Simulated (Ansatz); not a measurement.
**Nb wire along [100], 37 atoms a period: bands along the axis**

Aim: is the Nb wire along [100], 37 atoms a period a metal or a semiconductor?

Method: DFT PBE, plane waves, PAW; relaxation of a wire's period; PAW set soft_1, in the first sound run; inputs show where later runs differ, in Ansatz 0.2.0.

## 1. Starting point

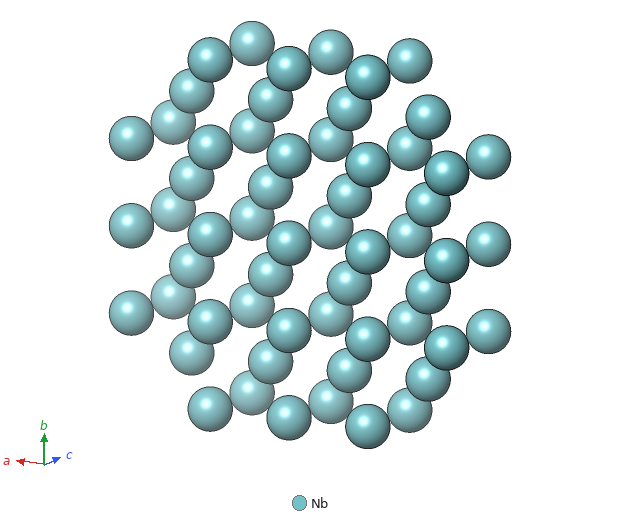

Start, viewed at a slant to the c axis; niobium teal. Some periodic images of atoms are drawn too.

The cell holds 37 atoms: 37 Nb. Cell: a = 20.040 Å, b = 20.040 Å, c = 3.310 Å, α = 90.0°, β = 90.0°, γ = 90.0°. Vacuum lies along a and b. The structure's axis is c.

## 2. Relaxation of atoms and period

Band widths follow the bond lengths, so the wire is relaxed first. The atoms and the third cell vector are free; the box across stays fixed as vacuum. A Fermi-Dirac smearing is set since the result may be a metal. The pressure printed is a third of the stress's trace over the whole box, vacuum included; only the stress along the axis is relaxed.

input.yaml reads:

```yaml
crystal:
  lattice:
    - [20.04, 0.0, 0.0]
    - [0.0, 20.04, 0.0]
    - [0.0, 0.0, 3.31]
  atoms:
    - { symbol: Nb, position: [0.169660679, 0.334830339, 0.0] }
    - { symbol: Nb, position: [0.169660679, 0.5, 0.0] }
    - { symbol: Nb, position: [0.169660679, 0.665169661, 0.0] }
    - { symbol: Nb, position: [0.334830339, 0.169660679, 0.0] }
    - { symbol: Nb, position: [0.334830339, 0.334830339, 0.0] }
    - { symbol: Nb, position: [0.334830339, 0.5, 0.0] }
    - { symbol: Nb, position: [0.334830339, 0.665169661, 0.0] }
    - { symbol: Nb, position: [0.334830339, 0.830339321, 0.0] }
    - { symbol: Nb, position: [0.5, 0.169660679, 0.0] }
    - { symbol: Nb, position: [0.5, 0.334830339, 0.0] }
    - { symbol: Nb, position: [0.5, 0.5, 0.0] }
    - { symbol: Nb, position: [0.5, 0.665169661, 0.0] }
    - { symbol: Nb, position: [0.5, 0.830339321, 0.0] }
    - { symbol: Nb, position: [0.665169661, 0.169660679, 0.0] }
    - { symbol: Nb, position: [0.665169661, 0.334830339, 0.0] }
    - { symbol: Nb, position: [0.665169661, 0.5, 0.0] }
    - { symbol: Nb, position: [0.665169661, 0.665169661, 0.0] }
    - { symbol: Nb, position: [0.665169661, 0.830339321, 0.0] }
    - { symbol: Nb, position: [0.830339321, 0.334830339, 0.0] }
    - { symbol: Nb, position: [0.830339321, 0.5, 0.0] }
    - { symbol: Nb, position: [0.830339321, 0.665169661, 0.0] }
    - { symbol: Nb, position: [0.252245509, 0.252245509, 0.5] }
    - { symbol: Nb, position: [0.252245509, 0.41741517, 0.5] }
    - { symbol: Nb, position: [0.252245509, 0.58258483, 0.5] }
    - { symbol: Nb, position: [0.252245509, 0.747754491, 0.5] }
    - { symbol: Nb, position: [0.41741517, 0.252245509, 0.5] }
    - { symbol: Nb, position: [0.41741517, 0.41741517, 0.5] }
    - { symbol: Nb, position: [0.41741517, 0.58258483, 0.5] }
    - { symbol: Nb, position: [0.41741517, 0.747754491, 0.5] }
    - { symbol: Nb, position: [0.58258483, 0.252245509, 0.5] }
    - { symbol: Nb, position: [0.58258483, 0.41741517, 0.5] }
    - { symbol: Nb, position: [0.58258483, 0.58258483, 0.5] }
    - { symbol: Nb, position: [0.58258483, 0.747754491, 0.5] }
    - { symbol: Nb, position: [0.747754491, 0.252245509, 0.5] }
    - { symbol: Nb, position: [0.747754491, 0.41741517, 0.5] }
    - { symbol: Nb, position: [0.747754491, 0.58258483, 0.5] }
    - { symbol: Nb, position: [0.747754491, 0.747754491, 0.5] }
kpoints:
  mp_grid: { grid: [1, 1, 25] }
scf:
  occupations: { method: fermi_dirac, width: 0.05 }
hamiltonian:
  xc: pbe
  pseudopotentials: { kind: paw, azcp: { folder: soft_1 } }
relax:
  cell: { fix: [a, b, alpha, beta, gamma] }
  max_steps: 45
  f_tol: 0.03
```

Run with:

```
$ ansatz run input.yaml --threads 16 --pin off --max-ram 61440MiB --backend cuda --events-out ev --progress --plain --runs-dir out --max-vram 78GiB
```

Numbers of over 12 decimals in the logs are rounded to 6 here.

The log of the run:

```text
Engine: ansatz 0.2.0, aarch64-unknown-linux-gnu
Pseudopotentials: kind: paw
Pseudopotential: Nb, paw, valence charge 13, recommended cutoff 420 eV (normal), soft_1/Nb.paw.azcp
Functional definition: PBE
  parameter kappa = 0.804
  parameter beta = 0.066725
  exchange = pbe_x(kappa = kappa, mu = beta*pi^2/3)
  correlation = pbe_c(beta = beta)
[...]
Crystal: 37 atoms, lattice volume = 1329.301 Å³
Basis set: ecut = 420 eV, 26075 PW (Γ), exchange–correlation on 270×270×48 points (8 copies of the dense FFT grid, shifted against one another)
Bands: 289, of which v1, the nominal top of the filled ones, is band 241 counted from 1 (240 counted from 0)
Symmetry: 16 space group operations
Space group: P4/mmm (ITA 123), of the structure as read, at distance tolerance 1.1e-4 Å
k-points: 13 of 25
Non-local potential: Nb, projectors of the file, l = 0: 3, l = 1: 2, l = 2: 2, l = 3: 1
PAW form: soft (Blöchl's): semilocal exchange-correlation on the pseudo side does not see the compensation charge
PAW one-centre angular grid: Nb, 590 points (default); XC on 64 Gauss nodes
Initial density: superposition of atomic densities (neutral atoms: chi_scale 0, normalization atom)
Initial wavefunctions: pseudopotential atomic-orbital guess
[...]
Functional: x = pbe(κ = 0.804, μ = 0.219515), c = pbe(β = 0.066725)
SCF iter   1: F=—  HF=-168459.059140 eV  |F-HF|=—  |Δ(HF+E_count)|=         —  Δρ=7.31e-2  dr2=8.70e2  ethr=3.10e-3  ⟨swp⟩=10.4  Hψ=18076  notcnv=0  defer=38
preconditioner: auto → LDOS  [metal: Δε(μ)=0.003 eV  Ē_g=3.798 eV  σ=0.050 eV  W_gap=0.01  n_scr=290 (ndim 8)  ℏωp=13.9 eV  f_vac=0.367  D(μ)=31.09/eV (n_scr^D=178)  β→1.0]
SCF iter   2: F=—  HF=-168493.111025 eV  |F-HF|=—  |Δ(HF+E_count)|=    3.41e1  Δρ=1.19e-1  dr2=4.17e3  ethr=3.10e-3  ⟨swp⟩=9.5  Hψ=19677  notcnv=0  defer=192  recentre
[...]
SCF iter  13: F=-168409.076296 eV  HF=-168409.076296 eV  |F-HF|=1.60e-8  |Δ(HF+E_count)|=   5.50e-8  Δρ=9.45e-7  dr2=3.13e-8  ethr=2.08e-11  ⟨swp⟩=5.3  Hψ=11906  notcnv=0
SCF 1 converged in 13 iterations: F = -168409.076296 eV  dr2 = 3.13e-8
  greatest PAW one-centre occupation: 0.998 electrons in one spin orbital (limit 2), on the Nb atom at site 35 (counted from 0), in its partial waves of l = 0
relax step   1: F+E_penalty+E_count = -168409.07629579 eV  Δ(F+E_penalty+E_count) = +0.000e0 eV  max|allowed force component| = 1.648e0 eV/Å  Δτ_max = 0.0000 Å  P = -4.534 GPa  Ω = 1329.301 Å³  fix = [a, b, alpha, beta, gamma]  reactions: a -4.358, b -4.358 GPa  (13 SCF iters, dr2 threshold 1.00e-7 eV, accepted)
[...]
Crystal: 37 atoms, lattice volume = 1278.023 Å³
Basis set: ecut = 420 eV, 25027 PW (Γ), exchange–correlation on 270×270×48 points (8 copies of the dense FFT grid, shifted against one another)
[...]
iter 1 solved again at ethr=2.95e-3 eV; its pass at ethr=3.10e-3 eV (dr2=1.42e1 eV) is discarded
SCF iter   1: F=—  HF=-168412.116712 eV  |F-HF|=—  |Δ(HF+E_count)|=         —  Δρ=1.75e-2  dr2=1.43e1  ethr=2.95e-3  ⟨swp⟩=2.7  Hψ=21211  notcnv=0
preconditioner: auto → LDOS  [metal: Δε(μ)=0.006 eV  Ē_g=3.131 eV  σ=0.050 eV  W_gap=0.03  n_scr=266 (ndim 8)  ℏωp=14.1 eV  f_vac=0.393  D(μ)=51.21/eV (n_scr^D=450)  β→1.0]
SCF iter   2: F=—  HF=-168411.207349 eV  |F-HF|=—  |Δ(HF+E_count)|=   9.09e-1  Δρ=7.74e-3  dr2=1.90e0  ethr=2.95e-3  ⟨swp⟩=3.4  Hψ=6108  notcnv=0  defer=36
[...]
SCF iter   8: F=-168410.999760 eV  HF=-168410.999760 eV  |F-HF|=5.28e-7  |Δ(HF+E_count)|=   9.05e-6  Δρ=9.02e-6  dr2=1.69e-6  ethr=7.69e-10  ⟨swp⟩=5.0  Hψ=12732  notcnv=0
SCF 2 converged in 8 iterations: F = -168410.999760 eV  dr2 = 1.69e-6
  greatest PAW one-centre occupation: 0.998 electrons in one spin orbital (limit 2), on the Nb atom at site 16 (counted from 0), in its partial waves of l = 0
relax step   2: F+E_penalty+E_count = -168410.99975994 eV  Δ(F+E_penalty+E_count) = -1.923e0 eV  max|allowed force component| = 4.877e-1 eV/Å  Δτ_max = 0.1949 Å  P = +1.486 GPa  Ω = 1278.023 Å³  energy of the carried Pulay correction = +3.462e-3 eV  fix = [a, b, alpha, beta, gamma]  reactions: a +0.955, b +0.955 GPa  (8 SCF iters, dr2 threshold 3.70e-6 eV, accepted)
[...]
Crystal: 37 atoms, lattice volume = 1311.053 Å³
[...]
SCF 3 converged in 8 iterations: F = -168411.335629 eV  dr2 = 1.33e-6
[...]
SCF 4 converged in 7 iterations: F = -168411.362251 eV  dr2 = 4.47e-7
[...]
SCF 5 converged in 8 iterations: F = -168411.371679 eV  dr2 = 8.34e-8
[...]
SCF 6 converged in 7 iterations: F = -168411.380028 eV  dr2 = 1.21e-7
[...]
SCF 7 converged in 7 iterations: F = -168411.381166 eV  dr2 = 2.86e-8
[...]
SCF 8 converged in 6 iterations: F = -168411.379908 eV  dr2 = 1.76e-10
[...]
SCF converged after 6 iterations
[...]
--- Relaxed structure (7 steps of the walk, 7 accepted, 1 SCFs on fresh bases) ---
  F+E_penalty+E_count = -168411.37990772 eV   max|allowed force component| = 8.607e-3 eV/Å   (the final SCF, on the basis selected at the relaxed cell)
  cell:  # Å, volume = 1310.5159 Å³
    - [20.04, 0.0, 0.0]
    - [0.0, 20.04, 0.0]
    - [0.0, 0.0, 3.263224]
  atoms:
    - { symbol: Nb, position: [0.181105, 0.334489, 0.0] }
    - { symbol: Nb, position: [0.176857, 0.5, 0.0] }
    - { symbol: Nb, position: [0.181105, 0.665511, 0.0] }
    - { symbol: Nb, position: [0.334489, 0.181105, 0.0] }
    - { symbol: Nb, position: [0.335714, 0.335714, 0.0] }
    - { symbol: Nb, position: [0.333214, 0.5, 0.0] }
    - { symbol: Nb, position: [0.335714, 0.664286, 0.0] }
    - { symbol: Nb, position: [0.334489, 0.818895, 0.0] }
    - { symbol: Nb, position: [0.5, 0.176857, 0.0] }
    - { symbol: Nb, position: [0.5, 0.333214, 0.0] }
    - { symbol: Nb, position: [0.5, 0.5, 0.0] }
    - { symbol: Nb, position: [0.5, 0.666786, 0.0] }
    - { symbol: Nb, position: [0.5, 0.823143, 0.0] }
    - { symbol: Nb, position: [0.665511, 0.181105, 0.0] }
    - { symbol: Nb, position: [0.664286, 0.335714, 0.0] }
    - { symbol: Nb, position: [0.666786, 0.5, 0.0] }
    - { symbol: Nb, position: [0.664286, 0.664286, 0.0] }
    - { symbol: Nb, position: [0.665511, 0.818895, 0.0] }
    - { symbol: Nb, position: [0.818895, 0.334489, 0.0] }
    - { symbol: Nb, position: [0.823143, 0.5, 0.0] }
    - { symbol: Nb, position: [0.818895, 0.665511, 0.0] }
    - { symbol: Nb, position: [0.253178, 0.253178, 0.500000] }
    - { symbol: Nb, position: [0.252058, 0.417095, 0.500000] }
    - { symbol: Nb, position: [0.252058, 0.582905, 0.500000] }
    - { symbol: Nb, position: [0.253178, 0.746822, 0.500000] }
    - { symbol: Nb, position: [0.417095, 0.252058, 0.500000] }
    - { symbol: Nb, position: [0.418831, 0.418831, 0.500000] }
    - { symbol: Nb, position: [0.418831, 0.581169, 0.500000] }
    - { symbol: Nb, position: [0.417095, 0.747942, 0.500000] }
    - { symbol: Nb, position: [0.582905, 0.252058, 0.500000] }
    - { symbol: Nb, position: [0.581169, 0.418831, 0.500000] }
    - { symbol: Nb, position: [0.581169, 0.581169, 0.500000] }
    - { symbol: Nb, position: [0.582905, 0.747942, 0.500000] }
    - { symbol: Nb, position: [0.746822, 0.253178, 0.500000] }
    - { symbol: Nb, position: [0.747942, 0.417095, 0.500000] }
    - { symbol: Nb, position: [0.747942, 0.582905, 0.500000] }
    - { symbol: Nb, position: [0.746822, 0.746822, 0.500000] }
```

Elapsed: 18 s, on 1 × NVIDIA GB200 with 16 threads of Arm Neoverse V2, shared host; peak memory 1.6 GiB.

The steps of the relaxation:

```tsv
step	energy less that of the first step (eV)	largest force component (eV/Å)	pressure (GPa)	volume (Å³)
1	0.0000	1.6481	-4.53	1329.30
2	-1.9235	0.4877	1.49	1278.02
3	-2.2593	0.1283	-0.20	1311.05
4	-2.2860	0.0850	-0.15	1311.70
5	-2.2954	0.0703	-0.13	1314.45
6	-2.3037	0.0351	-0.02	1310.67
7	-2.3049	0.0086	-0.06	1310.52
8	-2.3036	0.0086	-0.06	1310.52
```

The log counts 1 steps on a newly chosen plane-wave basis, not all of them marked here; energy and pressure can jump at such steps.

Forces are held to the 16 operations that the run works with; a distortion that breaks them can't arise in this run.

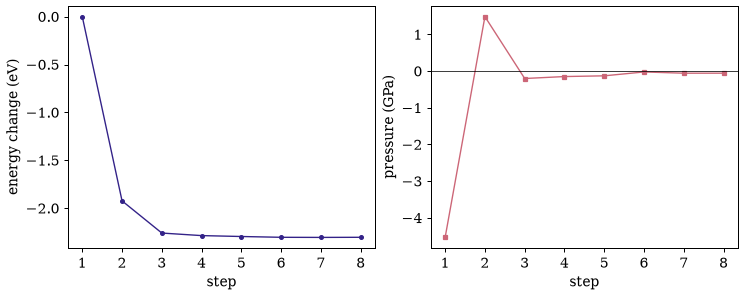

Energy and pressure along the relaxation.

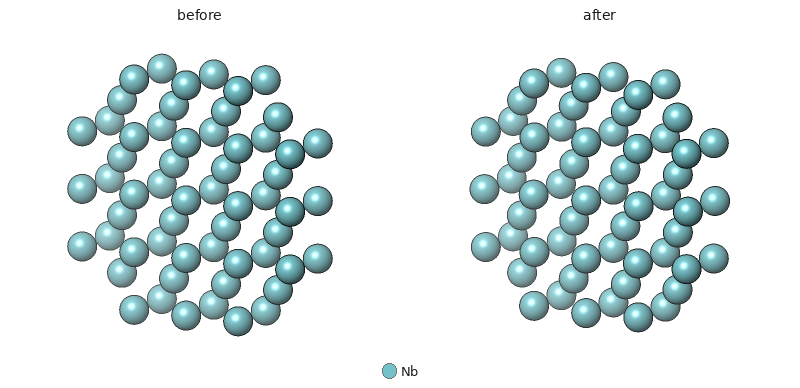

The structure before and after the relaxation, drawn at the same scale.

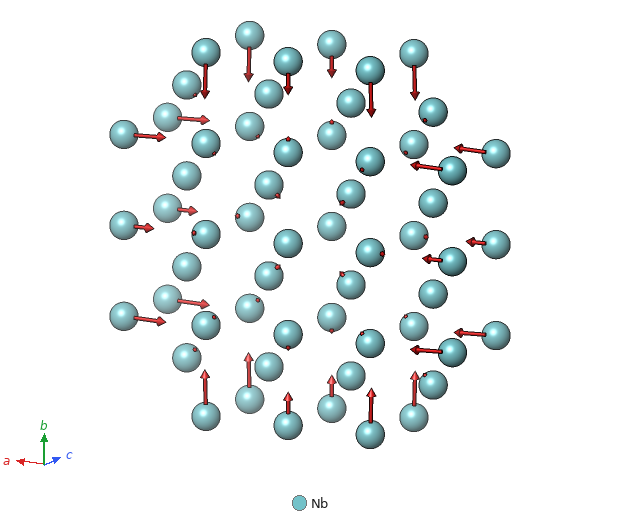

Displacements in the relaxation, exaggerated, measured against the changing cell; the longest in the cell stands for 0.23 Å. Some periodic images of atoms are drawn too.

```tsv
cell as run	before	after	change
c (Å)	3.310	3.263	-1.4 %
```

The atoms that moved most (Å, along periodic axes as changes of fractional coordinates times the final cell, across vacuum about the mean position):

```tsv
atom	dx	dy	dz	length
Nb1	0.229	-0.007	0.000	0.229
Nb21	-0.229	0.007	0.000	0.229
Nb18	0.007	-0.229	0.000	0.229
Nb14	0.007	0.229	0.000	0.229
Nb8	-0.007	-0.229	0.000	0.229
Nb19	-0.229	-0.007	0.000	0.229
Nb4	-0.007	0.229	0.000	0.229
Nb3	0.229	0.007	0.000	0.229
```

Numbers from this step:

```
energy at zero smearing    : -168411.1701 eV
cell length along the wire : 3.263 Å
```

The cell's length comes to 3.263 Å with spin left out.

## 3. The wire at its relaxed period

This step: DFT PBE, plane waves, PAW; bands of a perfect wire; PAW set soft_1 (Ansatz 0.2.0).

At the relaxed period the bands are computed along the axis; those that cross an energy going forward count the channels that a perfect wire would open there.

input.yaml reads:

```yaml
crystal:
  lattice:
    - [20.04, 0.0, 0.0]
    - [0.0, 20.04, 0.0]
    - [0.0, 0.0, 3.2632236928]
  atoms:
    - { symbol: Nb, position: [0.181104583, 0.334488989, 0.0] }
    - { symbol: Nb, position: [0.176857206, 0.5, 0.0] }
    - { symbol: Nb, position: [0.181104583, 0.665511011, 0.0] }
    - { symbol: Nb, position: [0.334488989, 0.181104583, 0.0] }
    - { symbol: Nb, position: [0.335714091, 0.335714091, 0.0] }
    - { symbol: Nb, position: [0.333213881, 0.5, 0.0] }
    - { symbol: Nb, position: [0.335714091, 0.664285909, 0.0] }
    - { symbol: Nb, position: [0.334488989, 0.818895417, 0.0] }
    - { symbol: Nb, position: [0.5, 0.176857206, 0.0] }
    - { symbol: Nb, position: [0.5, 0.333213881, 0.0] }
    - { symbol: Nb, position: [0.5, 0.5, 0.0] }
    - { symbol: Nb, position: [0.5, 0.666786119, 0.0] }
    - { symbol: Nb, position: [0.5, 0.823142794, 0.0] }
    - { symbol: Nb, position: [0.665511011, 0.181104583, 0.0] }
    - { symbol: Nb, position: [0.664285909, 0.335714091, 0.0] }
    - { symbol: Nb, position: [0.666786119, 0.5, 0.0] }
    - { symbol: Nb, position: [0.664285909, 0.664285909, 0.0] }
    - { symbol: Nb, position: [0.665511011, 0.818895417, 0.0] }
    - { symbol: Nb, position: [0.818895417, 0.334488989, 0.0] }
    - { symbol: Nb, position: [0.823142794, 0.5, 0.0] }
    - { symbol: Nb, position: [0.818895417, 0.665511011, 0.0] }
    - { symbol: Nb, position: [0.253177714, 0.253177714, 0.5] }
    - { symbol: Nb, position: [0.252057582, 0.41709513, 0.5] }
    - { symbol: Nb, position: [0.252057582, 0.58290487, 0.5] }
    - { symbol: Nb, position: [0.253177714, 0.746822286, 0.5] }
    - { symbol: Nb, position: [0.41709513, 0.252057582, 0.5] }
    - { symbol: Nb, position: [0.418831192, 0.418831192, 0.5] }
    - { symbol: Nb, position: [0.418831192, 0.581168808, 0.5] }
    - { symbol: Nb, position: [0.41709513, 0.747942418, 0.5] }
    - { symbol: Nb, position: [0.58290487, 0.252057582, 0.5] }
    - { symbol: Nb, position: [0.581168808, 0.418831192, 0.5] }
    - { symbol: Nb, position: [0.581168808, 0.581168808, 0.5] }
    - { symbol: Nb, position: [0.58290487, 0.747942418, 0.5] }
    - { symbol: Nb, position: [0.746822286, 0.253177714, 0.5] }
    - { symbol: Nb, position: [0.747942418, 0.41709513, 0.5] }
    - { symbol: Nb, position: [0.747942418, 0.58290487, 0.5] }
    - { symbol: Nb, position: [0.746822286, 0.746822286, 0.5] }
kpoints:
  mp_grid: { grid: [1, 1, 25] }
  band_path: { path: ["Γ", Z], npoints: 90 }
scf:
  occupations: { method: fermi_dirac, width: 0.05 }
hamiltonian:
  xc: pbe
  pseudopotentials: { kind: paw, azcp: { folder: soft_1 } }
output:
  dos: { e_range: [-5, 4] }
  write_potential: true
  write_density: true
  volumetric_format: npy
```

The log of the run:

```text
[...]
Crystal: 37 atoms, lattice volume = 1310.516 Å³
Basis set: ecut = 420 eV, 25691 PW (Γ)
Bands: 289, of which v1, the nominal top of the filled ones, is band 241 counted from 1 (240 counted from 0)
[... 1 set-up line as in the run before ...]
[...]
k-points: 13 of 25
[...]
SCF iter   1: F=—  HF=-168456.264391 eV  |F-HF|=—  |Δ(HF+E_count)|=         —  Δρ=6.91e-2  dr2=6.47e2  ethr=3.10e-3  ⟨swp⟩=10.8  Hψ=18448  notcnv=0  defer=54
[...]
SCF iter   6: F=—  HF=-168411.388220 eV  |F-HF|=—  |Δ(HF+E_count)|=   2.71e-2  Δρ=1.98e-3  dr2=5.24e-1  ethr=3.63e-4  ⟨swp⟩=2.7  Hψ=4009  notcnv=0  defer=175
[...]
SCF iter  11: F=—  HF=-168411.380104 eV  |F-HF|=—  |Δ(HF+E_count)|=   2.50e-3  Δρ=7.22e-6  dr2=1.77e-6  ethr=6.41e-9  ⟨swp⟩=2.3  Hψ=4938  notcnv=0  defer=175
[...]
SCF iter  13: F=-168411.380104 eV  HF=-168411.380104 eV  |F-HF|=2.75e-8  |Δ(HF+E_count)|=   1.99e-8  Δρ=8.71e-7  dr2=4.71e-8  ethr=2.08e-11  ⟨swp⟩=19.9  Hψ=14621  notcnv=0
SCF 1 converged in 13 iterations: F = -168411.380104 eV  dr2 = 4.71e-8
[...]
NSCF: frozen V_eff on 91 k-points
[...]
SCF converged after 13 iterations
[...]
```

Elapsed: 16 s, on 1 × NVIDIA GB200 with 16 threads; peak memory 2.8 GiB; 2.9 min of CPU time.

In the SCF lines HF is the Harris–Foulkes energy and dr2 the Hartree energy of the density residual, in eV; the loop may stop once dr2 is under the threshold and the program's other checks hold. Hψ counts applications of the Hamiltonian.

This step gave:

```yaml
energy_at_zero_smearing: -168411.1703 eV
band_gap: 0 eV
```

The electronic bands at the labelled points (eV, zero at the Fermi level; # counts the bands kept):

```tsv
point	#42	#43	#44	#45	#46	#47	#48	#49
Γ	0.12	0.12	0.15	0.16	0.16	0.19	0.20	0.26
Z	0.07	0.07	0.07	0.13	0.30	0.43	0.43	0.44
```

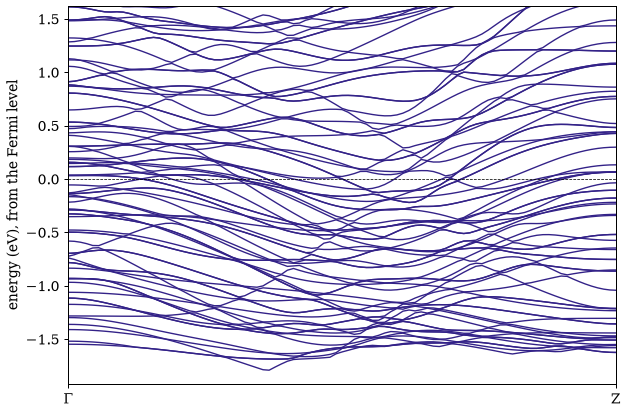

Electronic bands along the path.

Between Γ and Z the bands cross the Fermi level 28 times, so a perfect wire would conduct at least 28 G₀, with spin left out.

## 4. Summary of results

| Item | Value |
| --- | --- |
| cell length, PBE | 3.263 Å |
| ballistic conductance by band crossings, a lower bound, PBE | 28 G₀ |

**Reading.** Under PBE the cell's length is 3.26 Å, and the bands cross the Fermi level 28 times between Γ and Z, which gives a perfect wire at least 28 G₀ (opposite crossings within one step of the path cancel in such a count). No spin was allowed, though thin wires with open d shells can turn magnetic.

[Logs are printed without paths, hosts, clocks, repeated set-up lines and the standing remarks that a program may print on its own settings, such as how far it seeks lower states.]

[Hosts, paths, dates, database ids (printed as entryN), source tags and the programs' standing remarks are cut or masked in the printed files.]
